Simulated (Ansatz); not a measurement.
# Vibrations of species on Co(0001)

Aim: bond lengths and vibrational modes of species bound on Co(0001).

Main program and level: Ansatz 0.2.0; DFT PBE, scalar-relativistic, plane waves, PAW; PAW set soft_1.

### 1. The bulk crystal behind the slab

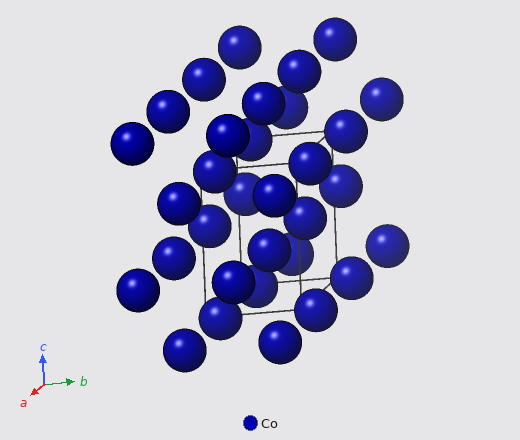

The starting structure, seen slightly off an axis (cobalt blue). 4×2×2 cells are drawn.

### 2. Relaxation of the host

The host crystal is relaxed at the same level, and its volume sets the scale of the cells that follow.

The input, input.yaml:

```yaml
crystal:
  lattice:
    - [2.5, 0.0, 0.0]
    - [-1.25, 2.1650635095, 0.0]
    - [0.0, 0.0, 4.05]
  atoms:
    - { symbol: Co, position: [0.3333333333, 0.6666666667, 0.25], spin: 1.6 }
    - { symbol: Co, position: [0.6666666667, 0.3333333333, 0.75], spin: 1.6 }
kpoints:
  mp_grid: { grid: [24, 24, 12] }
hamiltonian:
  xc: pbe
  pseudopotentials: { kind: paw, azcp: { folder: soft_1 } }
scf:
  occupations: { method: gaussian, width: 0.1 }
output:
  forces: true
  stress: true
  eigenvalues: true
  populations: true
magnetization:
  spin_polarized: true
relax:
  adjacent_minimum: "off"
  f_tol: 0.002
  max_steps: 60
  cell: { stress_tol: 0.02 }
```

Command:

```
$ ansatz run input.yaml --threads 8 --pin off --max-ram 20480MiB --backend cpu --events-out ev --progress --plain --runs-dir out
```

Numbers of over 12 decimals in the logs are rounded to 6 here.

Output:

```text
The last accepted step is kept in <dir> (removed where the run ends without a failure and the disk answers)
Engine: ansatz 0.2.0, aarch64-unknown-linux-gnu
Pseudopotentials: kind: paw
Pseudopotential: Co, paw, valence charge 17, recommended cutoff 420 eV (normal), soft_1/Co.paw.azcp
Functional definition: PBE
  parameter kappa = 0.804
  parameter beta = 0.066725
[...]
cell:  # Å, volume = 21.7252 Å³
    - [2.494378, 0, 0.0]
    - [-1.247189, 2.160195, 0.0]
    - [0.0, 0.0, 4.031888]
  atoms:
    - { symbol: Co, position: [0.333333, 0.666667, 0.25] }
    - { symbol: Co, position: [0.666667, 0.333333, 0.75] }
--- Löwdin populations: 2 sites ---
  site symbol       q [e]    m [muB]
     0     Co     16.7794     1.6837
     1     Co     16.7794     1.6837
  spilling = 0.012977 (of n_electrons = 34.000000)
[key lines of the parts left out:]
SCF converged after 8 iterations
Magnetization: 3.2348 μB (18.6174 up, 15.3826 down)
Free energy (F): -10252.320994 eV
Fermi energy:    18.667301 eV
P = ⅓ Tr σ = 0.0118 GPa (0.118 kbar)
```

Wall time 34 s (8 threads of Arm Neoverse N1, shared host); peak memory 0.64 GiB.

The steps of the relaxation:

| step | energy less that of the first step (eV) | largest force component (eV/Å) | pressure (GPa) | volume (Å³) |
| --- | --- | --- | --- | --- |
| 1 | 0.0000 | 0.0000 | -1.88 | 21.92 |
| 2 | -0.0011 | 0.0000 | -0.87 | 21.82 |
| 3 | -0.0015 | 0.0000 | 0.02 | 21.72 |
| 4 | -0.0015 | 0.0000 | 0.00 | 21.73 |
| 5* | -0.0012 | 0.0000 | 0.01 | 21.73 |

Relaxation steps marked * repeat the geometry before them on a plane-wave basis chosen anew for their cell, so energy and pressure can jump there.

The run keeps the 24 symmetry operations that it works with, so distortions that break them were not tested.

| conventional cell, symmetrised | before | after | change |
| --- | --- | --- | --- |
| a (Å) | 2.500 | 2.494 | -0.2 % |
| b (Å) | 2.500 | 2.494 | -0.2 % |
| c (Å) | 4.050 | 4.032 | -0.4 % |
| volume (Å³/atom) | 10.96 | 10.86 | -0.9 % |

Final coordinates:

```cif
data_structure
_symmetry_space_group_name_H-M 'P 1'
_symmetry_Int_Tables_number 1
_cell_length_a 2.4944
_cell_length_b 2.4944
_cell_length_c 4.0319
_cell_angle_alpha 90.000
_cell_angle_beta 90.000
_cell_angle_gamma 120.000
_cell_volume 21.73
loop_
_atom_site_label
_atom_site_type_symbol
_atom_site_fract_x
_atom_site_fract_y
_atom_site_fract_z
_atom_site_occupancy
Co1 Co 0.33333 0.66667 0.25000 1
Co2 Co 0.66667 0.33333 0.75000 1
```

This step gave:

```yaml
magnetization: 3.235 μB
site_moments: 1.693, 1.693 μB
pressure: 0.01184 GPa
volume_per_atom: 10.86 Å³
gap_on_the_k_mesh: 0 eV
```

The forces vanish by symmetry.

The cell shrank by 0.9 % in volume.

### 3. Letting the atoms settle: O at the hcp hollow site, 1 monolayer

The slab carries O at the hcp hollow site, 1 monolayer. The typed slab is scaled evenly to the volume of the relaxed bulk, at the typed c/a. The lowest layers are held, and the other atoms relax. The program lengthens the typed cell of 22.2 Å along the normal to 38.3 Å, as its cut-off of the electrostatics needs, and moves no atom.

System of this step: O at the hcp hollow site, 1 monolayer on Co(0001). The cell holds 5 atoms: 4 Co and 1 O. Its edges and angles: a = 2.493 Å, b = 2.493 Å, c = 38.346 Å, α = 90.0°, β = 90.0°, γ = 60.0°. It derives from Co. Vacuum lies along c.

The input, input.yaml:

```yaml
crystal:
  lattice:
    - [2.4925239033, 0.0, 0.0]
    - [1.2462619517, 2.1585855208, 0.0]
    - [0.0, 0.0, 22.2280390369]
  atoms:
    - { symbol: Co, position: [0.666667, 0.666667, 0.336403], spin: 1.6 }
    - { symbol: Co, position: [0.0, 0.0, 0.427231], spin: 1.6 }
    - { symbol: Co, position: [0.666667, 0.666667, 0.51806], spin: 1.6 }
    - { symbol: Co, position: [0.0, 0.0, 0.608889], spin: 1.6 }
    - { symbol: O, position: [0.666667, 0.666667, 0.663597] }
  periodic: [true, true, false]
kpoints:
  mp_grid: { grid: [12, 12, 1] }
hamiltonian:
  xc: pbe
  pseudopotentials: { kind: paw, azcp: { folder: soft_1 } }
scf:
  occupations: { method: gaussian, width: 0.1 }
output:
  forces: true
  eigenvalues: true
  populations: true
magnetization:
  spin_polarized: true
relax:
  adjacent_minimum: "off"
  f_tol: 0.003
  max_steps: 120
  constraints: [{ sites: [0, 1] }]
```

Output:

```text
Warning: crystal.periodic: the lattice vector that does not repeat stood 0.000° off the slab's normal, 22.228 Å along it as the deck builds it. The run solves the slab on a vector along the normal, 38.346 Å long, with every atom where it was (on the deck's vector they left 14.96 Å outside them, and the widest stretch free of ions among them is 2.02 Å). A fractional position that the run reports is one of the run's ce [...]
Warning: the atoms were moved onto the symmetric positions of the space group found under crystal.symmetry.tolerance 1.0e-5 (fractional; no operation is sought that the atoms, as they stand in a round, miss by more than twice it, and no atom is moved by as much as it), and the run uses the moved positions. Before a round's move an operation carried an atom to 1.50e-6 Å from where it should land, the largest such dist [...]
[...]
crystal.periodic: the lattice vector that does not repeat stood 0.000° off the slab's normal, 22.228 Å along it as the deck builds it. The run solves the slab on a vector along the normal, 38.346 Å long, with every atom where it was (on the deck's vector they left 14.96 Å outside them, and the widest stretch free of ions among them is 2.02 Å). A fractional position that the run reports is one of the run's cell, which [...]
[...]
Crystal: 5 atoms, lattice volume = 206.313 Å³
Basis set: ecut = 420 eV, 3903 PW (Γ), exchange–correlation on 36×36×540 points (8 copies of the dense FFT grid, shifted against one another)
Bands: 49, of which v1, the nominal top of the filled ones, is band 37 counted from 1 (36 counted from 0)
Symmetry: 6 space group operations
[...]
k-points: 19 of 144 (time reversal used)
[...]
Starting moments: Σ|m| = 6.4 μB on 4 of 5 sites
[...]
SCF iter   1: F=—  HF=-21069.033408 eV  |F-HF|=—  |Δ(HF+E_count)|=         —  Δρ=4.87e-2 (↑2.83e-2 ↓4.87e-2)  dr2=1.40e1  dr2_m=7.58e-1  M=6.706 μB ∫|m|=6.881 μB  β_m=0.30  ethr=3.10e-3  ⟨swp⟩=19.2  Hψ=14872  notcnv=0  defer=28
[...]
spin=Collinear: LDOS preconditioning applied to the charge; magnetization (m = ρ↑ − ρ↓) channel mixes plain (no charge-response kernel on spin).
SCF iter   2: F=—  HF=-21068.011431 eV  |F-HF|=—  |Δ(HF+E_count)|=    1.02e0  Δρ=3.14e-2 (↑3.14e-2 ↓3.05e-2)  dr2=1.42e1  dr2_m=7.71e-1  M=7.014 μB ∫|m|=7.233 μB  β_m=0.38  ethr=3.10e-3  ⟨swp⟩=3.1  Hψ=3622  notcnv=0  defer=152
[...]
SCF iter  20: F=-21069.495039 eV  HF=-21069.495039 eV  |F-HF|=6.84e-8  |Δ(HF+E_count)|=   8.99e-9  Δρ=4.73e-6 (↑1.10e-6 ↓4.73e-6)  dr2=9.65e-8  dr2_m=7.52e-9  M=5.931 μB ∫|m|=6.442 μB  ethr=2.29e-10  ⟨swp⟩=19.3  Hψ=11989  notcnv=0
SCF 1 converged in 20 iterations: F = -21069.495039 eV  dr2 = 9.65e-8
[...]
relax step   1: F+E_penalty+E_count = -21069.49503928 eV  Δ(F+E_penalty+E_count) = +0.000e0 eV  max|allowed force component| = 2.895e0 eV/Å  Δτ_max = 0.0000 Å  (20 SCF iters, dr2 threshold 2.25e-7 eV, accepted)
[...]
SCF iter   7: F=-21069.630664 eV  HF=-21069.630694 eV  |F-HF|=3.01e-5  |Δ(HF+E_count)|=   6.69e-6  Δρ=6.21e-5 (↑4.30e-5 ↓6.21e-5)  dr2=3.23e-5  dr2_m=8.41e-7  M=5.761 μB ∫|m|=6.249 μB  ethr=8.03e-9  ⟨swp⟩=14.7  Hψ=11431  notcnv=0
SCF 2 converged in 7 iterations: F = -21069.630664 eV  dr2 = 3.23e-5
relax step   2: F+E_penalty+E_count = -21069.63066400 eV  Δ(F+E_penalty+E_count) = -1.356e-1 eV  max|allowed force component| = 2.398e0 eV/Å  Δτ_max = 0.0438 Å  (7 SCF iters, dr2 threshold 1.00e-4 eV, accepted)
[...]
SCF iter   9: F=-21069.573232 eV  HF=-21069.573299 eV  |F-HF|=6.75e-5  |Δ(HF+E_count)|=   1.19e-6  Δρ=7.49e-5 (↑2.67e-5 ↓7.49e-5)  dr2=7.23e-5  dr2_m=1.76e-6  M=5.401 μB ∫|m|=5.885 μB  ethr=1.23e-8  ⟨swp⟩=15.6  Hψ=11987  notcnv=0
SCF 3 converged in 9 iterations: F = -21069.573232 eV  dr2 = 7.23e-5
relax step   3: F+E_penalty+E_count = -21069.57323157 eV  Δ(F+E_penalty+E_count) = +5.743e-2 eV  max|allowed force component| = 3.605e0 eV/Å  Δτ_max = 0.1691 Å  (9 SCF iters, dr2 threshold 1.00e-4 eV, rejected (line search))
[...]
relax step   4: F+E_penalty+E_count = -21069.76644596 eV  Δ(F+E_penalty+E_count) = -1.358e-1 eV  max|allowed force component| = 4.311e-1 eV/Å  Δτ_max = 0.0758 Å  (13 SCF iters, dr2 threshold 1.00e-7 eV, accepted)
[...]
relax step   5: F+E_penalty+E_count = -21069.77007419 eV  Δ(F+E_penalty+E_count) = -3.628e-3 eV  max|allowed force component| = 8.633e-2 eV/Å  Δτ_max = 0.0542 Å  (9 SCF iters, dr2 threshold 1.16e-5 eV, accepted)
[...]
relax step   6: F+E_penalty+E_count = -21069.77093845 eV  Δ(F+E_penalty+E_count) = -8.643e-4 eV  max|allowed force component| = 5.213e-3 eV/Å  Δτ_max = 0.0217 Å  (9 SCF iters, dr2 threshold 4.66e-7 eV, accepted)
SCF iter   1: F=—  HF=-21069.770913 eV  |F-HF|=—  |Δ(HF+E_count)|=         —  Δρ=3.35e-4 (↑3.04e-4 ↓3.35e-4)  dr2=4.24e-5  dr2_m=1.60e-4  M=5.581 μB ∫|m|=6.052 μB  β_m=0.65  ethr=6.05e-7  ⟨swp⟩=3.5  Hψ=4140  notcnv=0  defer=80
[...]
SCF iter  10: F=-21069.770946 eV  HF=-21069.770946 eV  |F-HF|=3.55e-9  |Δ(HF+E_count)|=   3.83e-9  Δρ=5.57e-7 (↑3.66e-7 ↓5.57e-7)  dr2=3.84e-9  dr2_m=2.66e-11  M=5.583 μB ∫|m|=6.054 μB  ethr=2.45e-12  ⟨swp⟩=11.7  Hψ=9914  notcnv=0
SCF 7 converged in 10 iterations: F = -21069.770946 eV  dr2 = 3.84e-9
relax step   7: F+E_penalty+E_count = -21069.77094609 eV  Δ(F+E_penalty+E_count) = -7.644e-6 eV  max|allowed force component| = 2.031e-3 eV/Å  Δτ_max = 0.0027 Å  (10 SCF iters, accepted)
SCF converged after 10 iterations
Magnetization: 5.5834 μB (39.7917 up, 34.2083 down)
Absolute magnetization: 6.0588 μB (∫|ρ↑−ρ↓|, with the PAW one-centre terms)
[...]
Per-site moments (μB) at R_I (Å): [(1.858867, 1.022714), (1.768937, 1.022714), (1.831467, 1.027552), (0.296326, 0.735012), (0.00538984, 0.735012)]
Free energy (F): -21069.770946 eV
[...]
Internal energy: -21069.740695 eV  (E = F + TS)
E sigma→0 (E₀):  -21069.755821 eV
Entropy (-TS):   -0.030251 eV (-6.050 meV/atom)
Fermi energy:    -5.791372 eV
[...]
--- Forces (eV/Å), atoms counted from 1 ---
  atom   1  Co     0.00000000     0.00000000     0.30121175
  atom   2  Co    -0.00000000    -0.00000000    -0.29988603
  atom   3  Co     0.00000000     0.00000000    -0.00060080
  atom   4  Co    -0.00000000     0.00000000    -0.00203093
  atom   5  O      0.00000000     0.00000000     0.00129369
  max |Σ_I F_I| component: 1.23e-5 eV/Å
--- Band table (eV; the first three rows and the last of 38) ---
  k-point 0 ↑: bands = [... 33 lower, -7.9258, -7.5199, -7.5199, -7.1189, -7.1189, -6.9704, -6.8524, -6.8524, ... 8 higher]
  k-point 1 ↑: bands = [... 33 lower, -7.9484, -7.5883, -7.5444, -7.2805, -7.1270, -7.0315, -6.8387, -6.7675, ... 8 higher]
  k-point 2 ↑: bands = [... 33 lower, -7.8229, -7.8144, -7.5507, -7.3175, -7.1631, -7.1388, -6.8101, -6.2335, ... 8 higher]
  k-point 18 ↓: bands = [... 33 lower, -6.0658, -5.5136, -5.1869, -4.9819, -4.9544, -4.8574, -4.4202, -0.0045, ... 8 higher]
  ° read free of the cell's end (the report's vacuum.weakly_bound_levels)
--- Relaxed structure (7 steps of the walk, 6 accepted, 0 SCFs on fresh bases) ---
  F+E_penalty+E_count = -21069.77094609 eV   max|allowed force component| = 2.031e-3 eV/Å
  cell:  # Å, volume = 206.3127 Å³
    - [2.492522, -2.886748845759739e-11, 0.0]
    - [1.246261, 2.158587, 0.0]
    - [0.0, 0.0, 38.345762]
  atoms:
    - { symbol: Co, position: [0.666667, 0.666667, 0.195004] }
    - { symbol: Co, position: [8.437692234294112e-17, 1.073215361066228e-16, 0.247655] }
    - { symbol: Co, position: [0.666667, 0.666667, 0.300680] }
    - { symbol: Co, position: [8.437692234291376e-17, 1.1140786874218188e-16, 0.356546] }
    - { symbol: O, position: [0.666667, 0.666667, 0.383948] }
--- Löwdin populations: 5 sites ---
  site symbol       q [e]    m [muB]
     0     Co     16.7784     1.8640
     1     Co     16.7769     1.7840
     2     Co     16.7496     1.8188
     3     Co     16.2719     0.2934
     4      O      6.5474     0.0151
  spilling = 0.011835 (of n_electrons = 74.000000)
```

It took 96 s on 8 threads; peak memory 0.9 GiB; 12 min of CPU time.

Relaxation path:

| step | energy less that of the first step (eV) | largest force component (eV/Å) |
| --- | --- | --- |
| 1 | 0.0000 | 2.8950 |
| 2 | -0.1356 | 2.3977 |
| 3 | -0.0782 | 3.6052 |
| 4 | -0.2714 | 0.4311 |
| 5 | -0.2750 | 0.0863 |
| 6 | -0.2759 | 0.0052 |
| 7 | -0.2759 | 0.0020 |

Relaxation step 3 was tried and not accepted.

The run keeps the 6 symmetry operations that it works with, so distortions that break them were not tested.

The atoms that moved most (Å):

| atom | dx | dy | dz | length |
| --- | --- | --- | --- | --- |
| Co4 | 0.000 | 0.000 | 0.138 | 0.138 |
| O5 | 0.000 | 0.000 | -0.028 | 0.028 |
| Co3 | 0.000 | 0.000 | 0.014 | 0.014 |

Final coordinates:

```cif
data_structure
_symmetry_space_group_name_H-M 'P 1'
_symmetry_Int_Tables_number 1
_cell_length_a 2.4925
_cell_length_b 2.4925
_cell_length_c 38.3458
_cell_angle_alpha 90.000
_cell_angle_beta 90.000
_cell_angle_gamma 60.000
_cell_volume 206.31
loop_
_atom_site_label
_atom_site_type_symbol
_atom_site_fract_x
_atom_site_fract_y
_atom_site_fract_z
_atom_site_occupancy
Co1 Co 0.66667 0.66667 0.19500 1
Co2 Co 0.00000 0.00000 0.24765 1
Co3 Co 0.66667 0.66667 0.30068 1
Co4 Co 0.00000 0.00000 0.35655 1
O5 O 0.66667 0.66667 0.38395 1
```

The largest force component left on a free atom is 2.0 meV/Å.

(Continued in part 2 of 3.)

[Logs are printed without paths, hosts, clocks, repeated set-up lines and the standing remarks that a program may print on its own settings, such as how far it seeks lower states.]

[Hosts, paths, dates, database ids (printed as entryN), source tags and the programs' standing remarks are cut or masked in the printed files.]
